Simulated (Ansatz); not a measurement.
# C: what the fields show

The calculation's input:

```
crystal:
  lattice:
    - [2.5382439593, 0.0596304689, -0.052730741]
    - [-1.2174804787, 2.0912440095, -0.0456779159]
    - [-0.2600823837, -0.4103079643, 12.8132737975]
  atoms:
    - { symbol: C, position: [0.0904054801, 0.1478914715, 0.1790401502] }
    - { symbol: C, position: [0.2701187457, 0.4357679128, 0.6766779048] }
    - { symbol: C, position: [-0.097737429, -0.2423574919, 0.3149719031] }
    - { symbol: C, position: [0.1724364344, 0.2618325364, 0.8098831578] }
    - { symbol: C, position: [0.0677010412, 0.5994419268, 0.5645758987] }
    - { symbol: C, position: [0.8593801272, 0.2879393004, -0.0053582281] }
    - { symbol: C, position: [0.4380341216, 0.7604006965, 0.9643744949] }
    - { symbol: C, position: [0.581795432, 0.1068009226, 0.4478083039] }
    - { symbol: C, position: [0.503141165, 0.9190123543, 0.6765245347] }
    - { symbol: C, position: [0.5589167093, 0.047540106, 0.1381038267] }
    - { symbol: C, position: [-0.048283014, 0.377322535, 0.8764062663] }
    - { symbol: C, position: [0.6040911864, 0.2984077297, 0.3569917868] }
basis:
  ecutwfc: 500
kpoints:
  mp_grid: { grid: [12, 12, 2] }
hamiltonian:
  xc: r2scan
scf:
  occupations: { method: gaussian, width: 0.05 }
output:
  forces: true
  stress: true
  eigenvalues: true
  write_density: true
  write_potential: true
  elf: true
  volumetric_format: npy
relax:
  adjacent_minimum: "off"
  f_tol: 0.01
  max_steps: 80
```

Launched as:

```sh
ansatz run input.yaml --threads 2 --pin off --max-ram 5120MiB --backend cpu --events-out ev --progress --plain --runs-dir out
```

Below, planes, directions and counts refer to the conventional cell (a = 2.42 Å, b = 2.53 Å, c = 12.82 Å, α = 85.60°, β = 87.92°, γ = 61.74°).

The fields are those of the run's last geometry, not of the input's.

Space group P-1; changed on purpose from its base cell (all atoms moved at random, sigma 0.4 A a component, cell strained at random, sigma 0.03; relaxed back); computed pressure about −3 GPa in this cell.

These are results of DFT r2SCAN, scalar-relativistic, plane waves, PAW (Ansatz), not measurements.

Core electrons are frozen (PAW), and the valence fields are smoothed inside the atomic spheres.

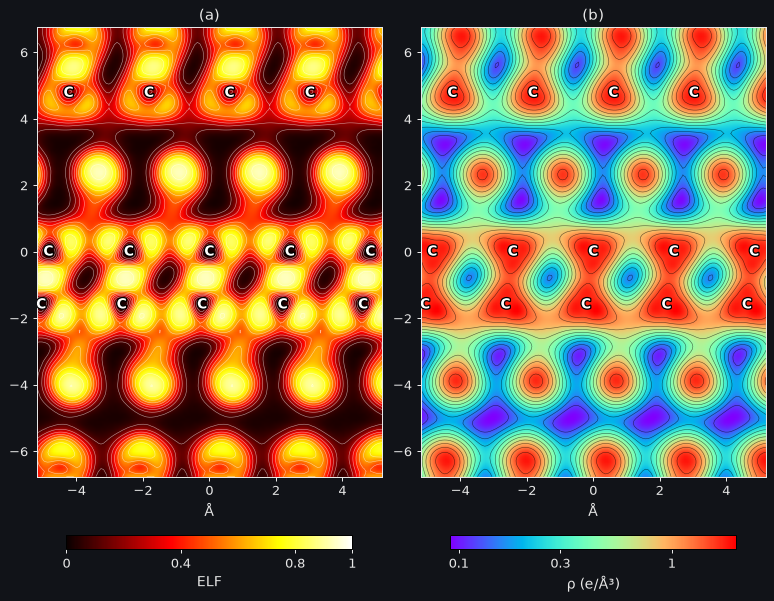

Figure 1. (a) ELF; (b) valence pseudo-density on the (010) plane of the conventional cell.

What does the map show?

Answer. The section cuts through C sites.
Atoms just off the plane (C, 0.4 Å away) can leave unmarked features too.
C–C (1.61 Å): ρ at the midpoint is about 1.5 e/Å³; the ELF peaks at about 0.95 between the atoms, as expected for a covalent bond.
Between the atoms the lowest density in this plane is 0.09 e/Å³.

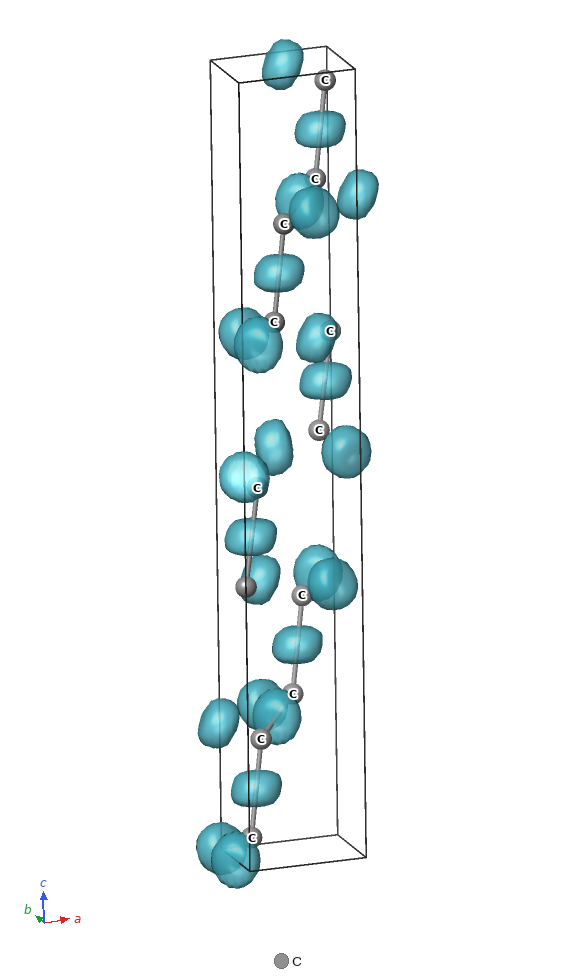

Figure 2. Isosurface of the ELF at 0.8 (cyan), seen slightly off an axis. Only the valence region is drawn (cores and ρ < 0.01 e/Å³ removed). Sticks mark near contacts.

Describe the localisation domains.

Answer. The ELF exceeds this value in 24 regions between bonded C–C atoms (shared pairs), counted in one cell of 12 atoms. Any copies at cell faces, edges or corners count once.


C–C (1.48 Å): the ELF peaks at about 0.95 between the atoms, as expected for localised, covalent bonding. C–C (1.56 Å): the ELF peaks at about 0.95 between the atoms (localised, covalent bonding).

Does the calculation make it a metal, or give it a gap?

Answer. It is gapped, with a Kohn–Sham gap of 1.8 eV on the k-point mesh (the band edges may lie off the mesh, which would make the gap smaller).
